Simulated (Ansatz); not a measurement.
# A series of single points on SnO2

System: SnO2 (6 atoms in the cell).
Method: DFT PBE+D3(BJ), scalar-relativistic, plane waves, PAW, no spin polarisation (Ansatz 0.2.0).

The 5 runs differ only in the geometry, by a strain of the cell at fixed fractional positions. Against run 3, the strain is εxx = −0.19 η, εyy = −0.19 η and εzz = η. The structure derives from a Materials Project entry.

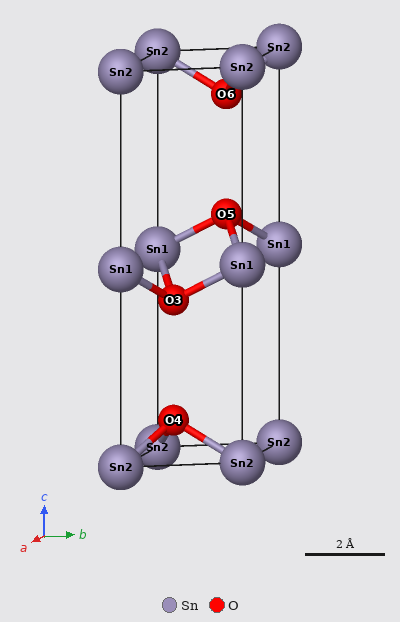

Figure 1. The structure of run 3 (ball-and-stick view of the cell of the calculation, seen slightly off an axis; atoms are numbered from 1 in the order of the input).

### Input of run 3
```yaml
crystal:
  lattice:
    - [3.1677682236, 0.0, 0.0]
    - [-1.5838841118, 2.743367755, 0.0]
    - [0.0, 0.0, 10.1933716572]
  atoms:
    - { symbol: Sn, position: [0.0, 0.0, 0.5] }
    - { symbol: Sn, position: [0.0, 0.0, 0.0] }
    - { symbol: O, position: [0.6666666667, 0.3333333333, 0.4017901367] }
    - { symbol: O, position: [0.6666666667, 0.3333333333, 0.0982098633] }
    - { symbol: O, position: [0.3333333333, 0.6666666667, 0.5982098633] }
    - { symbol: O, position: [0.3333333333, 0.6666666667, 0.9017901367] }
basis:
  ecutwfc: 520.0
kpoints:
  mp_grid: { grid: [12, 12, 4] }
hamiltonian:
  xc: pbe
  dispersion: d3bj
scf:
  occupations: { method: gaussian, width: 0.05 }
output:
  forces: true
  stress: true
  eigenvalues: true
```

Command:
```bash
ansatz run input.yaml --threads 1 --pin off --max-ram 2048MiB --backend cpu --events-out ev --progress --plain --runs-dir out
```

Run 2 differs from it as follows:
```diff
-    - [3.1677682236, 0.0, 0.0]
-    - [-1.5838841118, 2.743367755, 0.0]
-    - [0.0, 0.0, 10.1933716572]
+    - [3.1879722499, 0.0, 0.0]
+    - [-1.5939861249, 2.760864955, 0.0]
+    - [0.0, 0.0, 9.8552974134]
```

### Results, with one run withheld

```tsv
run	strain parameter η (%)	free energy per atom, from the lowest run given (meV)	pressure (GPa)	gap on the mesh (eV)
1	−6.5463	24.86	8.10	1.93
2	−3.3189	?	?	?
3	0.0000	0.00	6.13	2.34
4	3.4149	2.24	5.27	2.51
5	6.9287	14.75	4.47	2.65
```

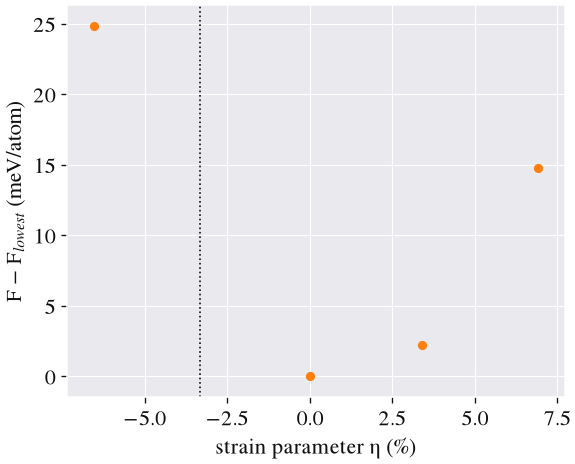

Figure 2. Free energy per atom of the runs given; the dotted line marks run 2.

Estimate the energy of run 2 from the others.

A quadratic polynomial in the coordinate, fitted to the 4 runs given, misses them by at most 0.14 meV per atom. With x = η − 0.9493, it reads F = −0.36228 − 0.081329 x + 0.43773 x² (meV per atom). At run 2 it gives 7.96 meV per atom, and the run itself gives 7.57. The fit has its minimum at η = 1.0422 %. The gap on the mesh goes, without turning, from 1.93 eV in run 1 to 2.65 eV in run 5; run 2 has 2.15 eV. These are gaps of this functional on this mesh, which can miss the band edges; they aren't the measured gap.

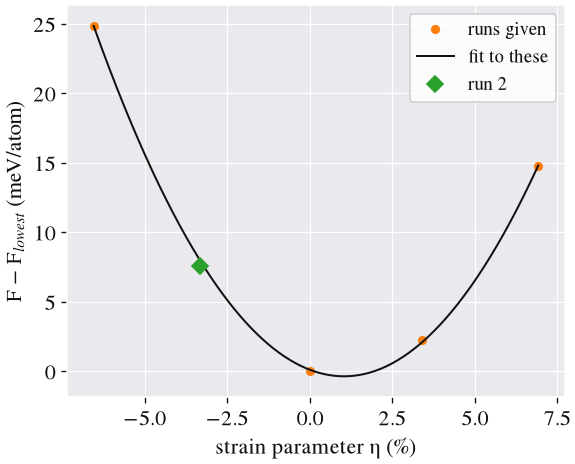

Figure 3. The fit and the withheld run.

### Output, shortened to warnings, some set-up lines, iterations and results (run 2)
```
Basis set: ecut = 520 eV, 2311 PW (Γ), exchange–correlation on 48×48×150 points (8 copies of the dense FFT grid, shifted against one another)
Symmetry: 24 space group operations
k-points: 57 of 576
Initial density: superposition of atomic densities (neutral atoms: chi_scale 0, normalization atom), corrected by the library's trained network
[...]
SCF iter   1: F=—  HF=-14317.892187 eV  |F-HF|=—  |Δ(HF+E_count)|=         —  Δρ=1.74e-3  dr2=7.72e-4  ethr=1.77e-3  ⟨swp⟩=6.6  Hψ=8258  notcnv=0
SCF iter   2: F=—  HF=-14317.894278 eV  |F-HF|=—  |Δ(HF+E_count)|=   2.09e-3  Δρ=8.75e-4  dr2=2.10e-4  ethr=1.48e-6  ⟨swp⟩=2.9  Hψ=4045  notcnv=0  defer=8
SCF iter   3: F=—  HF=-14317.894784 eV  |F-HF|=—  |Δ(HF+E_count)|=   5.05e-4  Δρ=1.70e-4  dr2=2.00e-5  ethr=4.04e-7  ⟨swp⟩=2.0  Hψ=3138  notcnv=0  defer=2
SCF iter   4: F=—  HF=-14317.894785 eV  |F-HF|=—  |Δ(HF+E_count)|=   1.89e-6  Δρ=6.84e-5  dr2=2.65e-6  ethr=3.85e-8  ⟨swp⟩=2.0  Hψ=3136  notcnv=0  defer=2
SCF iter   5: F=—  HF=-14317.894788 eV  |F-HF|=—  |Δ(HF+E_count)|=   2.40e-6  Δρ=2.88e-5  dr2=5.92e-7  ethr=5.10e-9  ⟨swp⟩=2.8  Hψ=3093  notcnv=0  defer=2
SCF iter   6: F=-14317.894788 eV  HF=-14317.894788 eV  |F-HF|=3.68e-8  |Δ(HF+E_count)|=   1.74e-7  Δρ=8.50e-6  dr2=3.81e-8  ethr=1.92e-10  ⟨swp⟩=7.9  Hψ=9151  notcnv=0
SCF 1 converged in 6 iterations: F = -14317.894788 eV  dr2 = 3.81e-8
SCF converged after 6 iterations
Free energy (F): -14317.894788 eV
Harris-Foulkes:  -14317.894788 eV  (|F-HF|=3.68e-8)
Internal energy: -14317.894788 eV  (E = F + TS)
E sigma→0 (E₀):  -14317.894788 eV
Fermi energy:    7.361708 eV
--- Per-component energies (eV) ---
  E_band       = -266.890065
  E_kinetic    = 1082.438556
  E_local      = -4309.413006  (includes V_loc(G=0)·N_el)
  E_nonlocal   = 134.377633
  E_hartree    = 2138.878572
  E_xc         = -1055.561928
  E_vxc        = -564.517977  (∫ρ·V_xc dr)
  E_paw        = -8927.236302  (= ΣΔE_a)
  E_vpaw       = -887.541572  (= ΣTr[D̂ρ^β])
  E_aug_tail   = 0.003002  (compensation charges beyond the density's cutoff)
  E_ewald      = -3380.324217
  E_disp       = -1.057100  (pairwise vdW)
  E_smearing   = -0.000000  (= −TS)
  E_closure    = -0.000000  (closes the sum)
  Σ components = -14317.894788   (vs F -14317.894788, Δ=0.00e0)
--- Forces (eV/Å), atoms counted from 1 ---
  atom   1  Sn     0.00000000    -0.00000000     0.00000000
  atom   2  Sn     0.00000000     0.00000000     0.00000000
  atom   3  O      0.00000000    -0.00000000    -0.77643255
  atom   4  O      0.00000000    -0.00000000     0.77643255
  atom   5  O     -0.00000000     0.00000000     0.77643255
  atom   6  O     -0.00000000     0.00000000    -0.77643255
  max |Σ_I F_I| component: 2.22e-16 eV/Å
--- Stress (GPa, compression-positive) ---
        7.211907      -0.000000       0.000000
       -0.000000       7.211907       0.000000
        0.000000       0.000000       6.751664
  P = ⅓ Tr σ = 7.0585 GPa (70.585 kbar)
```
